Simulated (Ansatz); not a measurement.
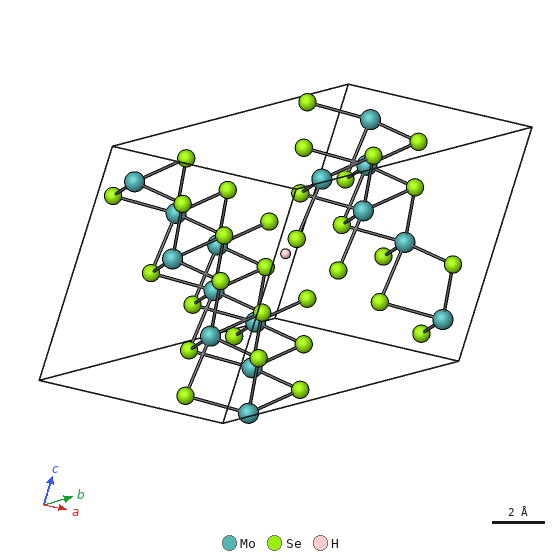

We look at a ball-and-stick model of the crystal from a general direction. The supercell is outlined; an atom on or near a face, edge or corner is repeated at each equivalent position. The host is MoSe2, in a cell of 39 sites, and the cell is neutral.

What kind of defect was put in?

Answer. An interstitial hydrogen atom. It is bonded to no bonds drawn. Not all metal-metal contacts are counted.

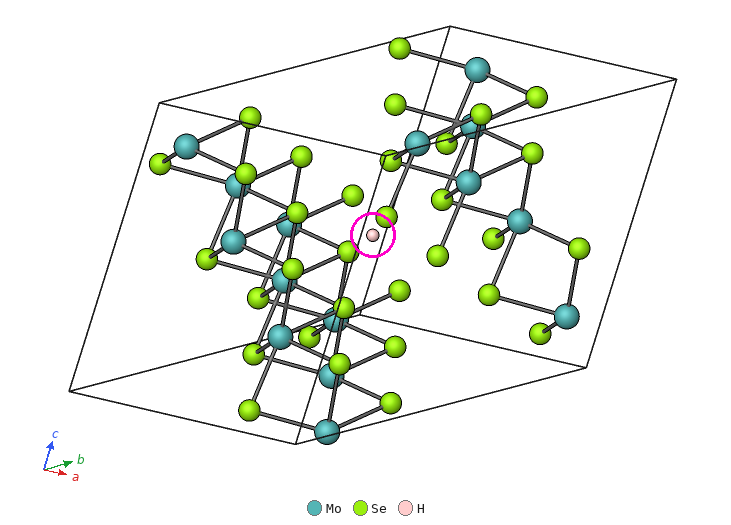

The same cell with a ring at the defect's site.

The starting point was a structure listed in the Materials Project, repeated into a supercell with a point defect put in. Earlier steps of the study, as a rule a relaxation of our own, may have changed the cell and positions, so they can lie some per cent off the listed ones. It was set up as input for a calculation with Ansatz.
